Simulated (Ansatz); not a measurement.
This input was run:

```
crystal:
  lattice:
    - [6.2014901195, 0.0, 0.0]
    - [-3.1007450597, 5.3706479848, 0.0]
    - [0.0, 0.0, 22.329369349]
  atoms:
    - { symbol: Ta, position: [0.1666666667, 0.3333333333, 0.3582725457] }
    - { symbol: Ta, position: [0.1666666667, 0.8333333333, 0.3582725457] }
    - { symbol: Ta, position: [0.6666666667, 0.3333333333, 0.3582725457] }
    - { symbol: Ta, position: [0.6666666667, 0.8333333333, 0.3582725457] }
    - { symbol: "N", position: [0.3333333333, 0.1666666667, 0.4149635274] }
    - { symbol: "N", position: [0.3333333333, 0.6666666667, 0.4149635274] }
    - { symbol: "N", position: [0.8333333333, 0.1666666667, 0.4149635274] }
    - { symbol: "N", position: [0.8333333333, 0.6666666667, 0.4149635274] }
    - { symbol: Ta, position: [0.5, 0.5, 0.4716545091] }
    - { symbol: Ta, position: [0.5, 0.0, 0.4716545091] }
    - { symbol: Ta, position: [0.0, 0.5, 0.4716545091] }
    - { symbol: Ta, position: [0.0, 0.0, 0.4716545091] }
    - { symbol: "N", position: [0.6666666667, 0.3333333333, 0.5283454909] }
    - { symbol: "N", position: [0.6666666667, 0.8333333333, 0.5283454909] }
    - { symbol: "N", position: [0.1666666667, 0.3333333333, 0.5283454909] }
    - { symbol: "N", position: [0.1666666667, 0.8333333333, 0.5283454909] }
    - { symbol: Ta, position: [0.8333333333, 0.6666666667, 0.5850364726] }
    - { symbol: Ta, position: [0.8333333333, 0.1666666667, 0.5850364726] }
    - { symbol: Ta, position: [0.3333333333, 0.6666666667, 0.5850364726] }
    - { symbol: Ta, position: [0.3333333333, 0.1666666667, 0.5850364726] }
    - { symbol: "N", position: [0.0, 0.5, 0.6417274543] }
    - { symbol: "N", position: [0.0, 0.0, 0.6417274543] }
    - { symbol: "N", position: [0.5, 0.5, 0.6417274543] }
    - { symbol: "N", position: [0.5, 0.0, 0.6417274543] }
basis:
  ecutwfc: 420
kpoints:
  mp_grid: { grid: [4, 4, 1] }
hamiltonian:
  xc: pbe
  dispersion: d3bj
scf:
  occupations: { method: gaussian, width: 0.1 }
output:
  forces: true
  eigenvalues: true
  write_density: true
  write_potential: true
  elf: true
  volumetric_format: npy
relax:
  adjacent_minimum: "off"
  f_tol: 0.03
  max_steps: 70
  constraints: [{ sites: [0, 1, 2, 3, 4, 5, 6, 7, 8, 9, 10, 11] }]
efield:
  axis: 3
  dipole_correction: true
  ramp_width: 0.04
```

Launched with:
```bash
ansatz run input.yaml --threads 4 --pin off --max-ram 10240MiB --backend cpu --events-out ev --progress --plain --runs-dir out
```

What does the potential across the slab give for the work function?

The work function is 5.60 eV at the right face and 5.02 eV at the left. The vacuum level is 0.58 eV higher at the right than at the left, so the slab carries a dipole along its normal; the ramp in the vacuum, at or near the edge of the plot, is the dipole correction that keeps each side flat. Some atoms were held fixed in the relaxation, which can itself make the faces differ. The outermost atoms are 6.1 Å apart, which leaves 16.2 Å of vacuum in a cell 22.3 Å high.

Spin-orbit coupling is left out, which matters for Ta.

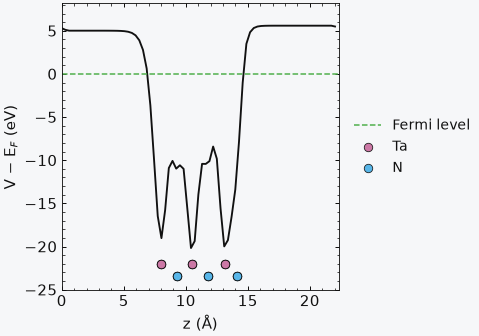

Plane-averaged electrostatic potential energy of an electron across the slab; circles at the bottom mark the heights of the atoms (positions after relaxation).
